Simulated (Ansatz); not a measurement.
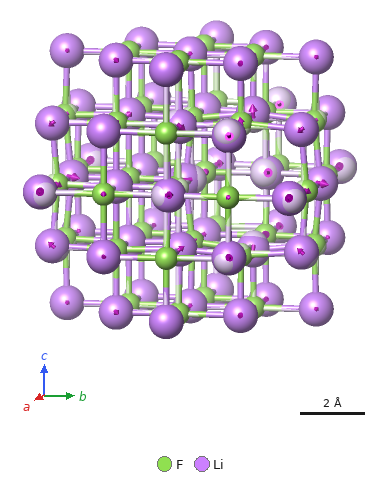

This is a relaxation of a defect cell of composition F31Li31. The starting structure is drawn faded, the final one solid; purple arrows show the displacements, 3 times their true length.

A ball-and-stick model of the atoms within 5.8 Å of the atom that moves most (axes of the cell of the calculation (origin shifted)), seen slightly off an axis.

Computed with DFT, PBEsol, PAW, plane waves (Ansatz 0.2.0). Settings: plane-wave cutoff 420 eV; k-point mesh 1 × 1 × 1; mesh shifted by (0.25, 0.25, 0.25); no spin polarisation; atoms relaxed in a fixed cell; force threshold 0.03 eV/Å; at most 80 steps.

Q: Atoms of which element are displaced furthest, and by how much?

A: Lithium: up to 0.21 Å, against 0.14 Å for fluorine.

Q: What did the optimiser do to the structure, and how much energy did it gain?

A: A Li atom moves most: 0.21 Å along [1 −2 0]. By element the largest moves are Li 0.21 Å, F 0.14 Å. The lattice vectors keep their values. Near-neighbour distances that change, for instance: F–Li 1.969 → 2.192 Å, F–Li 2.002 → 1.794 Å, F–Li 2.013 → 1.832 Å, F–Li 2.015 → 2.194 Å. Bond angles that change, for instance: Li–F–Li 89.4° → 104.1°, Li–F–Li 90.0° → 104.1°, Li–F–Li 88.6° → 102.4°. Over 3 geometry steps the energy falls by 1.412 eV per cell of the calculation. Largest force component: 1.7 eV/Å at the start, 0.0042 eV/Å at the end.

Limits of the set-up: the periodic images lie only 8.0 Å apart, so the values are limited by the cell's size.
